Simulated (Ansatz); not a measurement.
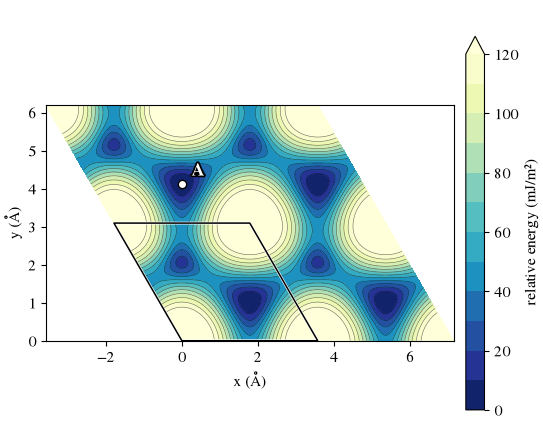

A bilayer of two As sheets (4 atoms in the cell). The upper layer of a bilayer is slid over the lower one; relaxed at each slide: the heights of all atoms; the origin of the map has As3 above As2. Places are given modulo a cell vector. The map is drawn in real space over the plane of the slide. The grid has 6 × 6 points; 10 points were computed and 26 follow by symmetry. Energies are in mJ/m², from the lowest grid point. All numbers below come from DFT PBE+D3(BJ), scalar-relativistic, plane waves, PAW (Ansatz 0.2.0). Settings: cutoff 420 eV, k-mesh 9×9×1, gaussian smearing 0.05 eV, no spin polarisation.

The picture shows filled contours, the outline of one cell of the 2 × 2 shown, one colour for all values above the top of the scale, the point A. Between grid points the surface is interpolated.

Question: What is the easiest way out of the well at A, and how high is the barrier?

Answer: The easiest path leads from the well at (4/6, 2/6) of the cell vectors to the well at (2/6, 4/6) of the cell vectors, about 15 mJ/m² higher. Its highest point lies about 46 mJ/m² above the bottom of the first well on the interpolated surface, at about (0.47, 0.93) of the cell vectors. Seen from the upper well the barrier is about 31 mJ/m². This is the barrier on the constrained surface; relaxing the other coordinates would change it.

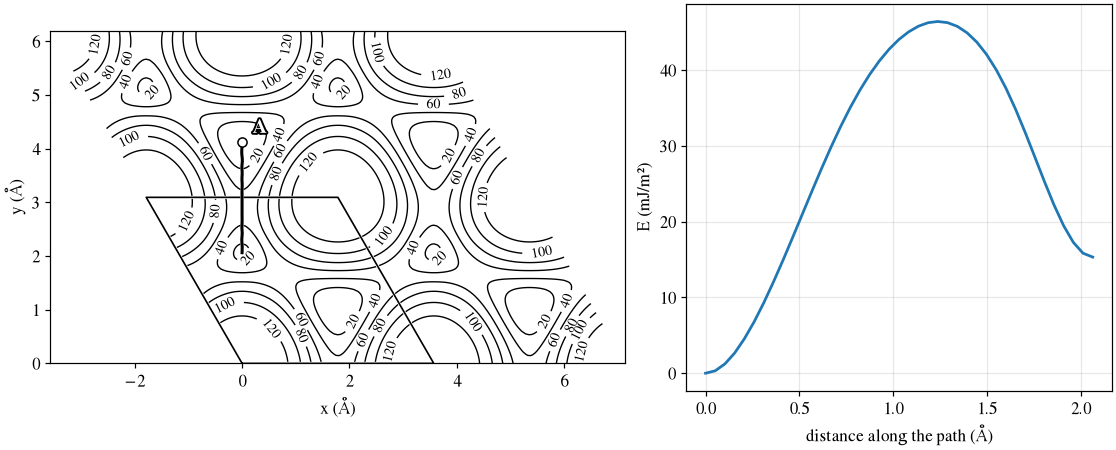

In the figure: contour lines labelled in mJ/m² (none above 120), a line along the lowest path, the outline of one cell of the 2 × 2 shown, the energy along the path at the right. Between grid points the surface is interpolated.
